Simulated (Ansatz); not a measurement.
## HfO2: an electron-density study

Space group Fm-3m; the calculation finds a residual pressure of about −10 GPa at this fixed cell. This isn't the usual form at ambient conditions.

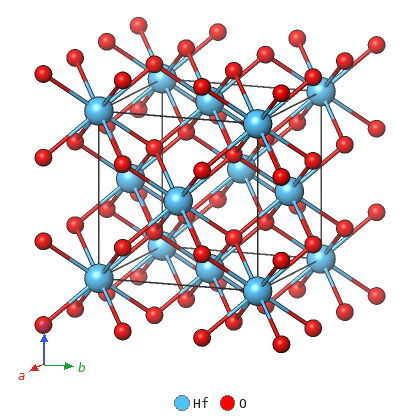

The conventional cell.

Input

```
crystal:
  lattice:
    - [0.0, 2.5575, 2.5575]
    - [2.5575, 0.0, 2.5575]
    - [2.5575, 2.5575, 0.0]
  atoms:
    - { symbol: Hf, position: [0.0, 0.0, 0.0] }
    - { symbol: O, position: [0.25, 0.25, 0.25] }
    - { symbol: O, position: [0.75, 0.75, 0.75] }
basis:
  ecutwfc: 500
  fft_grid_basis: typed
kpoints:
  mp_grid: { grid: [10, 10, 10] }
hamiltonian:
  xc: pbesol
  pseudopotentials: { kind: paw }
scf:
  occupations: { method: gaussian, width: 0.05 }
output:
  forces: true
  stress: true
  eigenvalues: true
  bader: true
  write_density: true
  volumetric_format: npy
  elf: true
```

Run with:

```sh
ansatz run input.yaml --threads 2 --pin off --max-ram 4096MiB --backend cpu --events-out ev --progress --plain --runs-dir out
```

The picture shows the conventional cell (a = 5.12 Å, b = 5.12 Å, c = 5.12 Å, α = 90.00°, β = 90.00°, γ = 90.00°).

Theory: DFT PBEsol, scalar-relativistic, plane waves, PAW (Ansatz 0.2.0).

Core electrons are frozen (PAW), so the maps are meaningful between the atoms, not at the nuclei.

## 1. Bonding charge

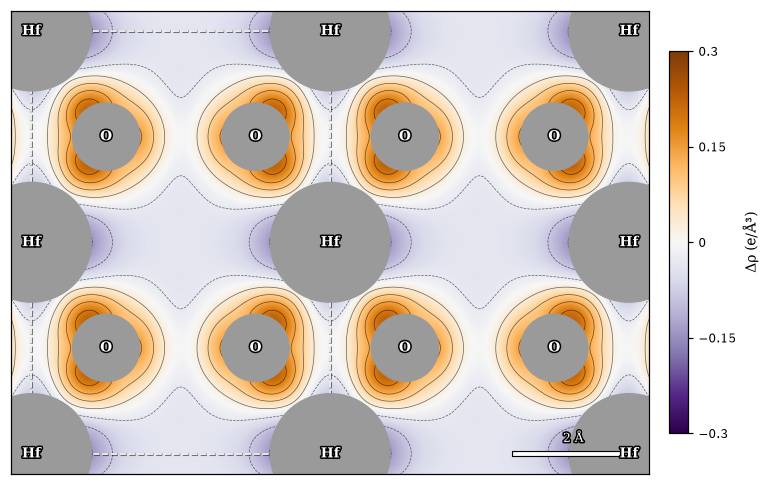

Bonding charge density, ρ(crystal) − Σ ρ(neutral atoms): a map on the (101) plane of the conventional cell, with grey discs over the atomic cores. Cores are masked to 1.0 Å (Hf) and 0.6 Å (O).

Q: Describe the bonding charge.

A: Hf–O (2.21 Å): Δρ is +0.04 e/Å³ at the midpoint (close to a masked core, so read it with care). Over the whole cell, outside the masked cores, the largest gain lies at the edge of the masked core of O, and the largest loss lies at the edge of the masked core of Hf. In all about 0.31 e an atom is rearranged against the free atoms. Bader charges: Hf +2.66 and O −1.33 e.

## 2. One group of states

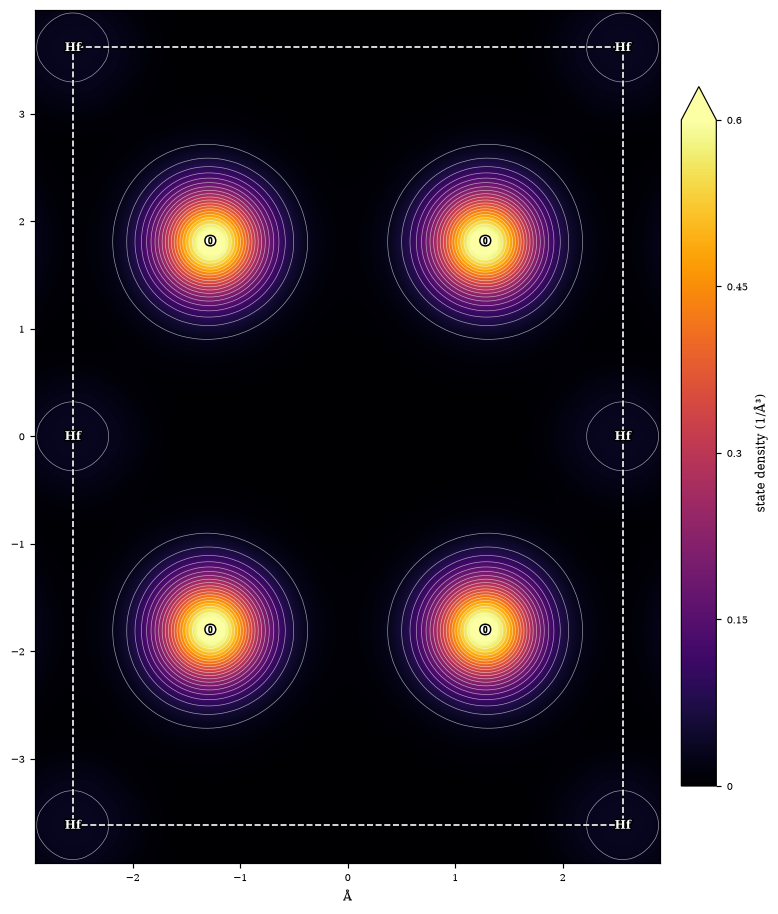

Density of the Kohn–Sham states from −18.6 to −15.7 eV about the valence-band maximum (a separate group of bands (semicore or deep states)), scaled to one electron a cell: a map on the (101) plane of the conventional cell.

Q: Which atoms and orbitals make up these states?

A: Projected on a minimal set of atomic orbitals (Löwdin), they are O 2s (80 %) and Hf 5d (10 %).
- In space (atomic cells sized by Bader volumes) the density divides as O about 95 % and Hf little.
- The group holds 4 electrons when full, in the cell of the calculation (3 atoms).

## 3. Change of volume

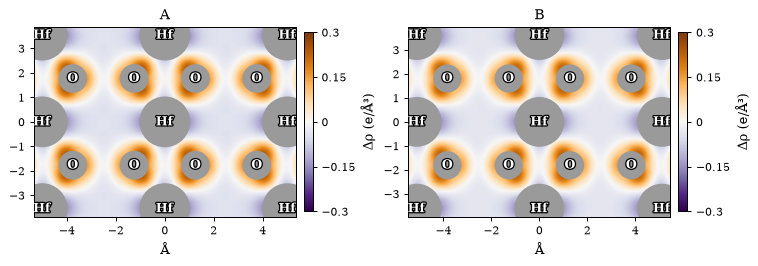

HfO2: deformation density on the (011) plane of the conventional cell at two volumes, with the same fractional coordinates and one colour scale. Grey discs cover the cores. Panel A has 94 % of the volume of panel B.

Q: What changes between the database cell and the scaled one?

A: The pressure is −10 GPa in B and 5 GPa in A. Bader charges in B: Hf +2.66 and O −1.33 e; in A: Hf +2.65 and O −1.33 e. The rearranged charge is 0.31 e an atom in B and 0.31 e in A.

## 4. Doping

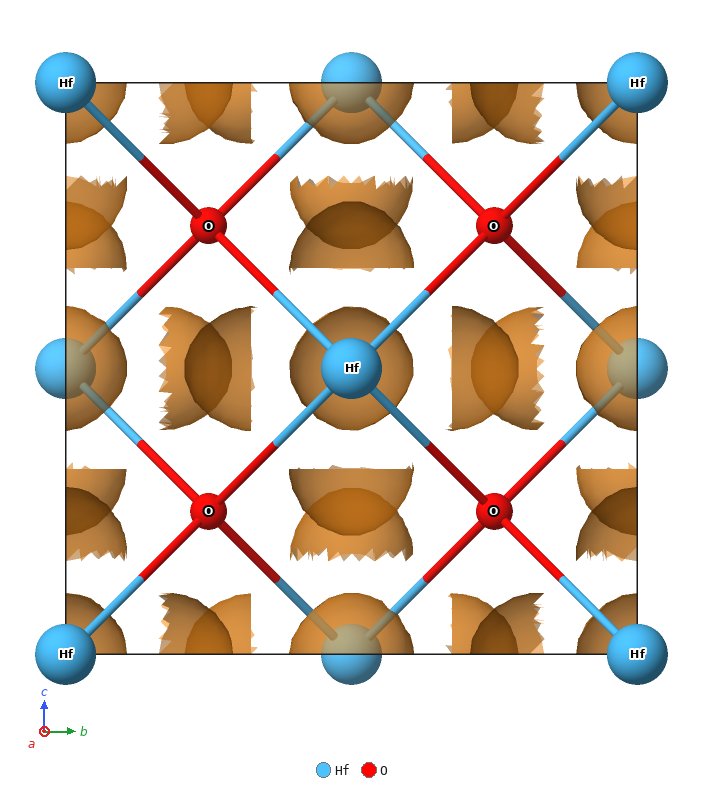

*Where the extra electron sits when 0.1 electron is added to the 3-atom cell of the calculation (uniform compensating background, atoms fixed); the change of density for each carrier, counted positive where the carrier is: orange surfaces at +0.05, none at −0.05 1/Å³, in the conventional cell seen along the a axis (the regions close to the nuclei are left out). Cores are masked to 1.0 Å (Hf) and 0.6 Å (O).*

Q: On which atoms does the carrier sit?

A: Summed over atomic cells sized by the Bader volumes, the added electron divides as O about 55 % and Hf about 45 %; the most favoured element is Hf, which fills 30 % of the volume.
- Over the whole cell, outside the cores, it is densest at the edge of the masked core of Hf.
- The counter-flow of charge adds up to under 0.1 e for each carrier.
- These are shares of the net change, screening included; the states that take the carrier can be more concentrated.

## 5. Moving an atom

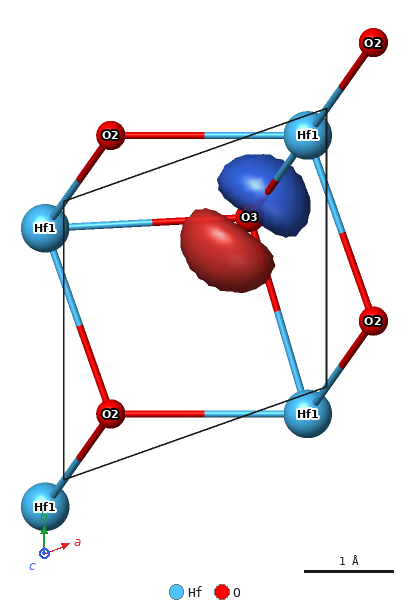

HfO2: one atom of the 3-atom cell (and its periodic copies) was moved a little. Density after less density before, blue at +0.5 and red at −0.5 e/Å³, seen along the c axis; cell a = 3.62 Å, b = 3.62 Å, c = 3.62 Å, α = 60.00°, β = 60.00°, γ = 60.00°. The lobes lie largely inside the PAW sphere, where the density is a smoothed one.

Q: Which atom moved, and which way?

A: O3 moved towards the blue lobe, up and to the right in the picture. In the run the shift was 0.15 Å along [1 1 −1] in the axes of the cell drawn.

Q: How much does the computed force on the atom change?

A: The force on it changes by 1.48 eV/Å along the move, against it: a stiffness of about 9.8 eV/Å² for this sublattice shift.

## 6. Another level of theory

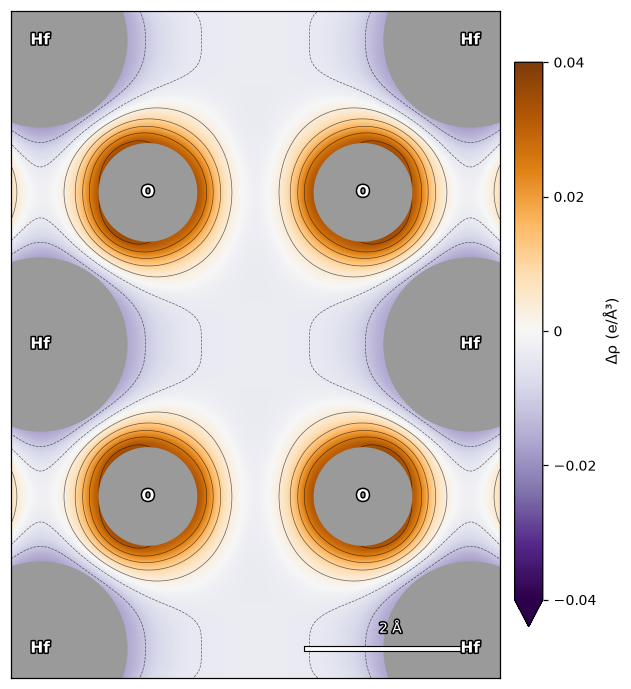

HfO2: difference of two self-consistent densities at the same geometry, ρ(HSE06) − ρ(PBEsol), on the (101) plane of the conventional cell. Grey discs cover the cores, where the PAW densities can't be compared. Cores are masked to 1.0 Å (Hf) and 0.6 Å (O).

Both runs: Ansatz, scalar-relativistic, plane waves and PAW, same cutoff, k-points and PAW files (made with PBE).

Q: What differs between the two levels of theory?

A: Against PBEsol, and outside the masked cores, the largest gain lies at the edge of the masked core of O, and the largest loss lies at the edge of the masked core of Hf.
Bader charges are Hf +2.66 and O −1.33 e with PBEsol and Hf +2.82 and O −1.41 e with HSE06.
At this volume the pressure is −10 GPa with PBEsol and roughly −9 GPa with HSE06.
The gap on the mesh is 3.59 eV with PBEsol and 5.31 eV with HSE06.

## 7. Putting it together

Charge passes from Hf (Pauling electronegativity 1.30) to O (3.44), the direction that the scale predicts; the Bader charges fall short of whole formal charges, as they usually do. The electron favours Hf (45 % of it on 30 % of the volume), in line with the bottom of the conduction band, which is mainly Hf 5d. A carrier enters the states at the band edge, and screening then spreads part of it over the cell. The two pressures give a mean stiffness −ΔP/Δln V of about 253 GPa over this range, with the atoms held at their fractional positions.

Run times: 11 s (base cell), 1.7 s (state densities), 11 s (scaled cell), 11 s (electron), 18 s (moved atom) and 3.5 min (HSE06), on 2 threads of Arm Neoverse V1, on a shared host.
